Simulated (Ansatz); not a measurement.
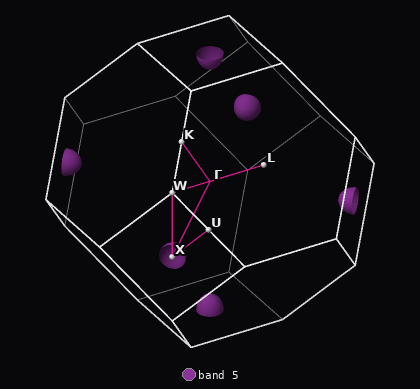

Constant-energy surfaces of AlN (space group F-43m, No. 216), 0.20 eV above the conduction-band minimum (one colour a band).

Theory: DFT PBE, scalar-relativistic, plane waves, PAW; levels and slopes on a dense k mesh at the converged density in Ansatz 0.2.0. No spin polarisation. The levels come from a k mesh of 34×34×34 points. Unrelaxed database geometry (residual pressure 5 GPa). The cell comes from a database of computed structures, not from a measurement.

Masses come from a second pass at points close to the extrema; at the energies drawn a band may no longer be parabolic.

### Where are the valleys, how many are there, and what are their masses?

Band 5 forms the conduction edge. Within this energy: three equivalent minima at X, principal masses 0.33, 0.33 and 0.52 mₑ. Further from the edge, not drawn: one minimum at Γ, 0.86 eV above the edge, mass 0.29 mₑ in all directions.

### And the gap?

The gap is indirect, 3.33 eV at this level of theory (semilocal functionals give gaps that are too small, and can reorder valleys that lie close).

Where one band's surface lies inside another's, the outer one hides all or part of it.

The run (self-consistency and the dense mesh) took 5.2 s on 2 threads of Intel(R) Xeon(R) 6975P-C (Granite Rapids) (shared host), peak memory 0.39 GiB.
